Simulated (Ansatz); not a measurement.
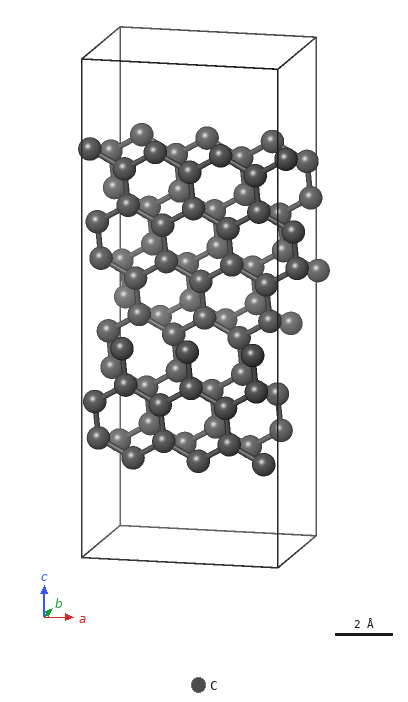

*The input geometry (ball-and-stick view of the 3 × 1 repeat of the cell, with the vacuum cut short, seen slightly off an axis). An atom can appear more than once, as a periodic image.*

Near neighbours in the periodic cell (some may lie outside the picture): C has 2 C at 1.42 Å; C has 3 C at 1.42 Å.

## Single-point calculation, with input and output: C (part 1 of 2)

System: C (slab, 24 atoms in the cell).
Method: DFT PBEsol, scalar-relativistic, plane waves, PAW, no spin polarisation (Ansatz 0.2.0).

The structure derives from a Materials Project entry. It belongs to a series of runs on one base structure; here: (1 1 1) slab cut from the bulk. Figures and captions count atoms from 1; the log counts them from 0 in places.

## Log
```
Engine: ansatz 0.2.0, x86_64-unknown-linux-gnu
Pseudopotentials: kind: paw
Pseudopotential: C, paw, valence charge 4, recommended cutoff 420 eV (normal), C.paw.azcp
Functional definition: PBEsol
  exchange = pbesol_x
  correlation = pbesol_c
Crystal: 24 atoms, lattice volume = 485.941 Å³
Basis set: ecut = 420 eV, 9439 PW (Γ), exchange–correlation on 36×108×360 points (8 copies of the dense FFT grid, shifted against one another)
Bands: 72, of which v1, the nominal top of the filled ones, is band 48 counted from 1 (47 counted from 0)
Symmetry: 1 space group operations
k-points: 36 of 70 (time reversal used)
Non-local potential: C, projectors of the file, l = 0: 2, l = 1: 2, l = 2: 1
PAW form: soft (Blöchl's): semilocal exchange-correlation on the pseudo side does not see the compensation charge
PAW frozen core: C, regenerated for the run's functional, and the local potential with it (the file was generated under x = pbe(κ = 0.804, μ = 0.2195149727645171), c = pbe(β = 0.06672455060314922))
PAW one-centre angular grid: C, 110 points (default); XC on 64 Gauss nodes
Initial density: superposition of atomic densities (neutral atoms: chi_scale 0, normalization atom), corrected by the library's trained network
Initial wavefunctions: pseudopotential atomic-orbital guess
Functional: x = pbesol(κ = 0.804, μ = 0.12345679012345678), c = pbesol(β = 0.046)
SCF iter   1: F=—  HF=-5906.752456 eV  |F-HF|=—  |Δ(HF+E_count)|=         —  Δρ=1.65e-2  dr2=9.28e-1  ethr=1.77e-3  p=-0.000 e·Å  D=-1.92e-11 V/Å  ΔV_dip=0.00 eV  dr2_dipole=1.09e-6  V_vac-E_F(+/−)=7.48/7.48 eV  ⟨swp⟩=12.8  Hψ=17504  notcnv=0  defer=357
efield: sawtooth ramp at fractional position 0.9800 (placed from the atoms, in the widest stretch of the axis that holds none; the zero of the levels goes with the place), width 0.0400; the density the first Hamiltonian is built on has a dipole p = -0.000 e·Å; the dipole correction subtracts the counter field D = -1.92e-11 V/Å, which shifts the + side's vacuum level by +0.00 eV against the − side's; the planar-averaged density in the ramp window peaks in size at 1.3e-4 e/Å³
preconditioner: auto → LDOS  [metal: Δε(μ)=0.006 eV  Ē_g=14.185 eV  σ=0.100 eV  W_gap=0.03  n_scr=68 (ndim 8)  ℏωp=16.5 eV  f_vac=0.471  D(μ)=14.61/eV (n_scr^D=78)  β→1.0]
SCF iter   2: F=—  HF=-5906.637960 eV  |F-HF|=—  |Δ(HF+E_count)|=   1.14e-1  Δρ=9.85e-3  dr2=9.68e-1  ethr=9.66e-4  p=0.000 e·Å  D=2.19e-5 V/Å  ΔV_dip=-0.00 eV  dr2_dipole=2.43e-4  V_vac-E_F(+/−)=7.05/7.05 eV  ⟨swp⟩=2.2  Hψ=4417  notcnv=0  defer=629
SCF iter   3: F=—  HF=-5906.555209 eV  |F-HF|=—  |Δ(HF+E_count)|=   8.28e-2  Δρ=6.76e-3  dr2=3.98e-1  ethr=9.66e-4  p=0.000 e·Å  D=7.05e-5 V/Å  ΔV_dip=-0.00 eV  dr2_dipole=1.74e-6  V_vac-E_F(+/−)=6.92/6.92 eV  ⟨swp⟩=2.9  Hψ=3379  notcnv=0  defer=629
SCF iter   4: F=—  HF=-5906.539297 eV  |F-HF|=—  |Δ(HF+E_count)|=   1.59e-2  Δρ=4.01e-3  dr2=1.52e-1  ethr=4.15e-4  p=0.000 e·Å  D=7.03e-5 V/Å  ΔV_dip=-0.00 eV  dr2_dipole=3.37e-4  V_vac-E_F(+/−)=6.64/6.64 eV  ⟨swp⟩=2.5  Hψ=3160  notcnv=0  defer=629
SCF iter   5: F=—  HF=-5906.524804 eV  |F-HF|=—  |Δ(HF+E_count)|=   1.45e-2  Δρ=1.92e-3  dr2=3.30e-2  ethr=1.58e-4  p=0.000 e·Å  D=4.92e-5 V/Å  ΔV_dip=-0.00 eV  dr2_dipole=2.70e-5  V_vac-E_F(+/−)=6.53/6.53 eV  ⟨swp⟩=2.3  Hψ=4053  notcnv=0  defer=557
SCF iter   6: F=—  HF=-5906.520254 eV  |F-HF|=—  |Δ(HF+E_count)|=   4.55e-3  Δρ=8.80e-4  dr2=1.00e-2  ethr=3.44e-5  p=0.000 e·Å  D=2.42e-5 V/Å  ΔV_dip=-0.00 eV  dr2_dipole=9.14e-6  V_vac-E_F(+/−)=6.54/6.54 eV  ⟨swp⟩=2.4  Hψ=3519  notcnv=0  defer=551
SCF iter   7: F=—  HF=-5906.519126 eV  |F-HF|=—  |Δ(HF+E_count)|=   1.13e-3  Δρ=3.08e-4  dr2=1.49e-3  ethr=1.05e-5  p=-0.000 e·Å  D=-4.53e-6 V/Å  ΔV_dip=0.00 eV  dr2_dipole=3.29e-6  V_vac-E_F(+/−)=6.57/6.57 eV  ⟨swp⟩=2.9  Hψ=3285  notcnv=0  defer=551
SCF iter   8: F=—  HF=-5906.519025 eV  |F-HF|=—  |Δ(HF+E_count)|=   1.01e-4  Δρ=1.81e-4  dr2=4.11e-4  ethr=1.55e-6  p=-0.000 e·Å  D=-7.70e-6 V/Å  ΔV_dip=0.00 eV  dr2_dipole=2.14e-5  V_vac-E_F(+/−)=6.63/6.63 eV  ⟨swp⟩=2.9  Hψ=3679  notcnv=0  defer=551
SCF iter   9: F=—  HF=-5906.518984 eV  |F-HF|=—  |Δ(HF+E_count)|=   4.09e-5  Δρ=5.82e-5  dr2=1.86e-5  ethr=4.28e-7  p=-0.000 e·Å  D=-3.90e-6 V/Å  ΔV_dip=0.00 eV  dr2_dipole=9.17e-7  V_vac-E_F(+/−)=6.65/6.65 eV  ⟨swp⟩=2.9  Hψ=3456  notcnv=0  defer=551
SCF iter  10: F=—  HF=-5906.519105 eV  |F-HF|=—  |Δ(HF+E_count)|=   1.21e-4  Δρ=2.18e-5  dr2=2.69e-6  ethr=1.94e-8  p=-0.000 e·Å  D=-3.51e-6 V/Å  ΔV_dip=0.00 eV  dr2_dipole=2.80e-7  V_vac-E_F(+/−)=6.65/6.65 eV  ⟨swp⟩=2.8  Hψ=3662  notcnv=0  defer=554
SCF iter  11: F=—  HF=-5906.519108 eV  |F-HF|=—  |Δ(HF+E_count)|=   2.55e-6  Δρ=8.18e-6  dr2=4.61e-7  ethr=2.81e-9  p=-0.000 e·Å  D=-2.99e-6 V/Å  ΔV_dip=0.00 eV  dr2_dipole=2.80e-9  V_vac-E_F(+/−)=6.65/6.65 eV  ⟨swp⟩=2.7  Hψ=2978  notcnv=0  defer=554
SCF iter  12: F=—  HF=-5906.519109 eV  |F-HF|=—  |Δ(HF+E_count)|=   1.57e-6  Δρ=4.09e-6  dr2=1.29e-7  ethr=4.81e-10  p=-0.000 e·Å  D=-1.73e-6 V/Å  ΔV_dip=0.00 eV  dr2_dipole=4.07e-9  V_vac-E_F(+/−)=6.65/6.65 eV  ⟨swp⟩=2.5  Hψ=3070  notcnv=0  defer=554
SCF iter  13: F=-5906.519110 eV  HF=-5906.519110 eV  |F-HF|=1.07e-7  |Δ(HF+E_count)|=   3.29e-7  Δρ=2.24e-6  dr2=3.97e-8  ethr=1.04e-10  p=-0.000 e·Å  D=-9.45e-7 V/Å  ΔV_dip=0.00 eV  dr2_dipole=2.14e-9  V_vac-E_F(+/−)=6.65/6.65 eV  ⟨swp⟩=37.1  Hψ=27752  notcnv=0
SCF 1 converged in 13 iterations: F = -5906.519110 eV  dr2 = 3.97e-8
  greatest PAW one-centre occupation: 0.697 electrons in one spin orbital (limit 2), on the C atom at site 0 (counted from 0), in its partial waves of l = 0
```

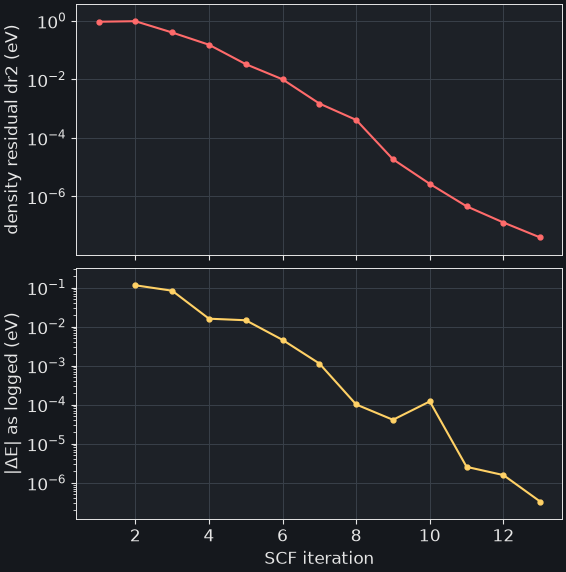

*Convergence of the self-consistent field: density residual dr2 and size of the energy change against the SCF iteration.*

The residual falls almost steadily, with no more than small rises.

```
WARN: The output density's exchange-correlation potential varies sharply where the density is thin. Do not read a vacuum level from v_tot or v_xc, or from such a field of the output density. On a cell that repeats whose density bears no net charge and no dipole along the vacuum's axis use v_es (v_loc + v_h of the components); under efield.dipole_correction with no amplitude use v_es + v_field, which holds any external_charges[].barrier, or the levels of the report's work_function block, which leave it out; under a non-zero efield.amplitude the vacuum is tilted and has no level; on a cell that repeats and bears such a dipole with no correction it is tilted too, and efield.dipole_correction with no amplitude gives each side of its ramp a level where efield: is served; in a cell that repeats whose density bears a net charge (total_charge, or a fill off its count) it is curved and has none; of a slab under crystal.periodic whose density bears no net charge use v_es, which has a level on each side, short of where the two are joined; of another it falls or rises all the way out and has none; of a slab beside external_charges read slab_vacuum_level instead, which it has where they leave it neutral. The grid or the basis barely resolves most such structure, and the values can differ between equally converged runs; as a rule a tighter scf.convergence.dr2_threshold does not remove it. Where the density itself ripples (under the LDA too) a higher basis.ecutwfc lessens it. The files hold the spikes' plane waves up to the density's cutoff. Files: v_tot_of_output_density and the like, and their columns of v_z.tsv (output.write_potential); v_xc_of_output_density and the like, and their columns of v_comp_z.tsv (output.write_potential_components). Measured: with its Gaussian average of σ = 0.25 Å subtracted twice, the exchange-correlation potential is over 0.1 eV at 169 of the grid points where the equally averaged density (valence and model cores) is under 1e-3 e/Å³, and 0.193 eV at the most among them, at an averaged density of 1.3e-7 e/Å³. The input density's (outcome.potential() and, of a run that writes arrays, v_tot and v_xc) is over 0.1 eV, so measured, at 254 points of its own thin density, 0.202 eV at the most. See output.write_potential in the manual, Limitations
SCF converged after 13 iterations
Free energy (F): -5906.519110 eV
Harris-Foulkes:  -5906.519110 eV  (|F-HF|=1.07e-7)
Internal energy: -5906.425873 eV  (E = F + TS)
E sigma→0 (E₀):  -5906.472492 eV
Entropy (-TS):   -0.093236 eV (-3.885 meV/atom)
Fermi energy:    -0.766498 eV
Dipole field:    D = 0.000039 V/Å  (p = 0.000105 e·Å, saw-weighted, corrected)
Work function:   Φ+ = 6.6522 eV   Φ− = 6.6532 eV
Levels:          The Fermi level and band energies are counted from a zero that moves with the ramp; work functions are not
--- Per-component energies (eV) ---
  E_band       = -892.804805
  E_kinetic    = 2153.007758
  E_local      = -57577.579098  (includes V_loc(G=0)·N_el)
  E_nonlocal   = 660.453214
  E_hartree    = 27719.914736
  E_xc         = -1132.164717
  E_vxc        = -1406.026116  (∫ρ·V_xc dr)
  E_paw        = -2288.197446  (= ΣΔE_a)
  E_vpaw       = -162.494144  (= ΣTr[D̂ρ^β])
  E_aug_tail   = 0.000191  (compensation charges beyond the density's cutoff)
  E_efield     = 0.000000  (sawtooth field / dipole correction)
  E_vefield    = 0.000000  (∫n·V_field dr)
  E_ewald      = 24557.633076
  E_core_change = 0.506412  (= ΣΔE_core)
  E_smearing   = -0.093236  (= −TS)
  E_closure    = -0.000000  (closes the sum)
  Σ components = -5906.519110   (vs F -5906.519110, Δ=0.00e0)
--- Forces (eV/Å), atoms counted from 1 ---
  atom   1  C     -0.00394516    -0.49734650     1.82560641
  atom   2  C     -0.00381738    -0.49714910     1.82568742
  atom   3  C      0.00347522     0.73498700    -2.69328984
  atom   4  C      0.00359255     0.73507956    -2.69348990
  atom   5  C     -0.00362446    -0.25557405     0.93185439
  atom   6  C     -0.00359549    -0.25572643     0.93168798
  atom   7  C      0.00218031     0.05529096    -0.21232914
  atom   8  C      0.00223216     0.05534707    -0.21218084
  atom   9  C     -0.00039015    -0.04292872     0.15306636
  atom  10  C     -0.00038598    -0.04300936     0.15305853
  atom  11  C      0.00063122     0.01937054    -0.08453152
  atom  12  C      0.00064671     0.01945636    -0.08444994
  atom  13  C     -0.00063097    -0.01936131     0.08450296
  atom  14  C     -0.00064646    -0.01946337     0.08447302
  atom  15  C      0.00038994     0.04292692    -0.15306585
  atom  16  C      0.00038514     0.04300625    -0.15304258
  atom  17  C     -0.00218410    -0.05527538     0.21227648
  atom  18  C     -0.00223233    -0.05536066     0.21222171
  atom  19  C      0.00362465     0.25554990    -0.93178579
  atom  20  C      0.00359820     0.25574369    -0.93174078
  atom  21  C     -0.00347854    -0.73500466     2.69337344
  atom  22  C     -0.00358823    -0.73507093     2.69343464
  atom  23  C      0.00394237     0.49740399    -1.82572253
  atom  24  C      0.00382013     0.49710785    -1.82563143
  max |Σ_I F_I| component: 1.68e-5 eV/Å
--- Stress (GPa, compression-positive) ---
        0.037328       0.007352       0.014113
        0.007352      -0.132636      -0.039187
        0.014113      -0.039188       0.193505
  P = ⅓ Tr σ = 0.0327 GPa (0.327 kbar)
--- Band table (eV; the first three rows and the last of 36) ---
```
